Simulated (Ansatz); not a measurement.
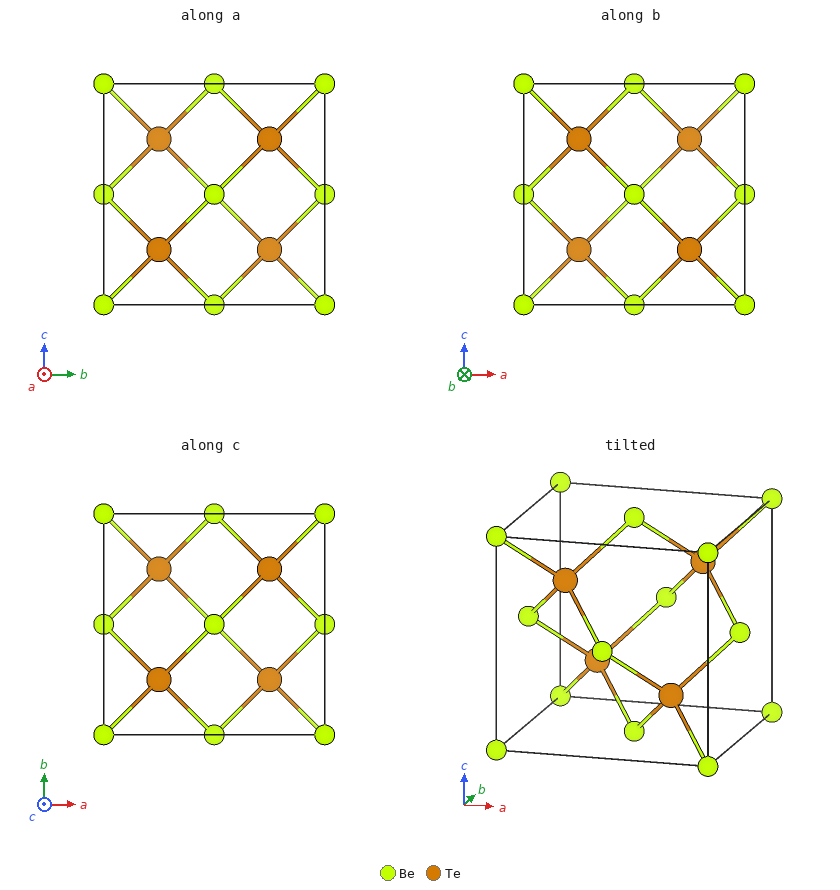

Crystal structure, ball-and-stick style, seen along the a axis, along the b axis, along the c axis and slightly off an axis. The lines enclose the conventional unit cell; boundary atoms appear with their images.

Lattice parameters: a = 5.6636 Å, b = 5.6636 Å, c = 5.6636 Å, α = 90.000°, β = 90.000°, γ = 90.000°.

Question: From the views, write a CIF in P1 with every atom of the cell.

Answer:
```cif
data_structure
_symmetry_space_group_name_H-M 'P 1'
_symmetry_Int_Tables_number 1
_cell_length_a 5.6636
_cell_length_b 5.6636
_cell_length_c 5.6636
_cell_angle_alpha 90.000
_cell_angle_beta 90.000
_cell_angle_gamma 90.000
_cell_volume 181.67
loop_
_atom_site_label
_atom_site_type_symbol
_atom_site_fract_x
_atom_site_fract_y
_atom_site_fract_z
_atom_site_occupancy
Be1 Be 0.5000 0.0000 0.5000 1
Te1 Te 0.2500 0.2500 0.7500 1
Be2 Be 0.5000 0.5000 0.0000 1
Te2 Te 0.2500 0.7500 0.2500 1
Be3 Be 0.0000 0.0000 0.0000 1
Te3 Te 0.7500 0.2500 0.2500 1
Be4 Be 0.0000 0.5000 0.5000 1
Te4 Te 0.7500 0.7500 0.7500 1
```

The starting point was a structure type filled with these elements by a generator (whether the compound takes this form wasn't checked). Earlier steps of the study may have refined or changed the cell and positions. It was run through Ansatz as a DFT input.
